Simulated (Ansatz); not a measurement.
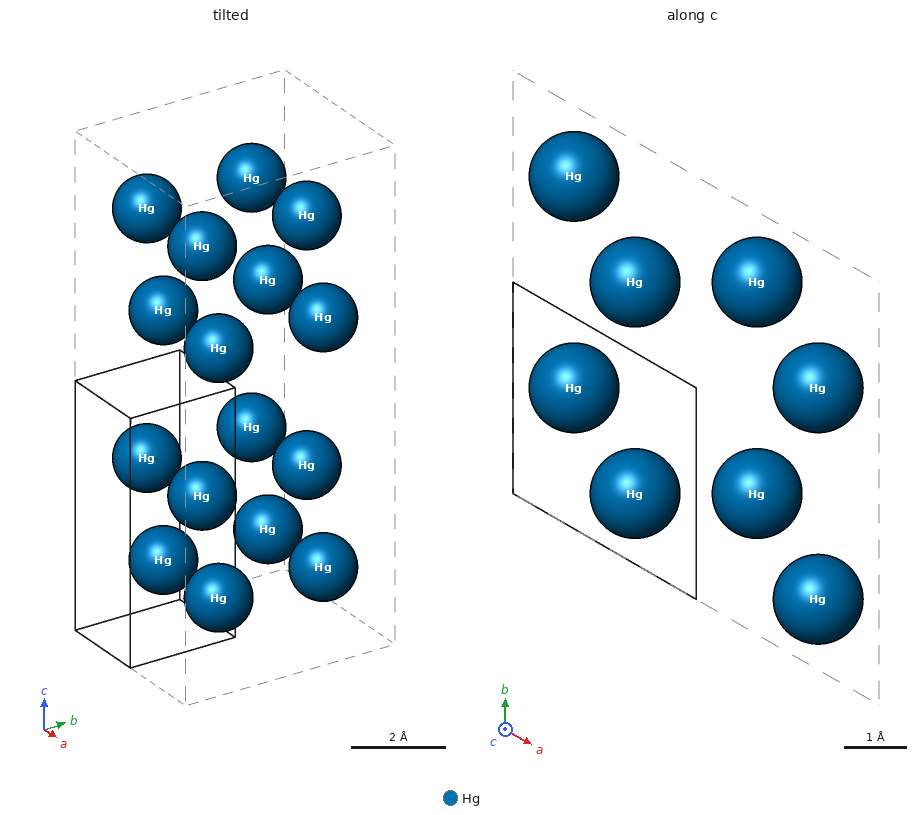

Structure drawing (spheres-only), viewed slightly off an axis and along the c axis. Shown are 2×2×2 repeats of the conventional unit cell, one of them outlined in solid lines. Cell: a = 3.462 Å, b = 3.462 Å, c = 5.488 Å, α = 90.00°, β = 90.00°, γ = 120.00°.

Give a description of the structure.

The element is mercury. It belongs to space group P6_3/mmc (No. 194) and has a primitive hexagonal lattice. The structure type is hexagonal close-packed (Mg type). The cell holds two atoms. About every Hg there are twelve Hg in an anticuboctahedral arrangement at about 3.4 to 3.5 Å.

Starting structure: a structure listed in the Materials Project. Earlier steps of the study may have refined or changed the cell and positions. A calculation with Ansatz used it as input.
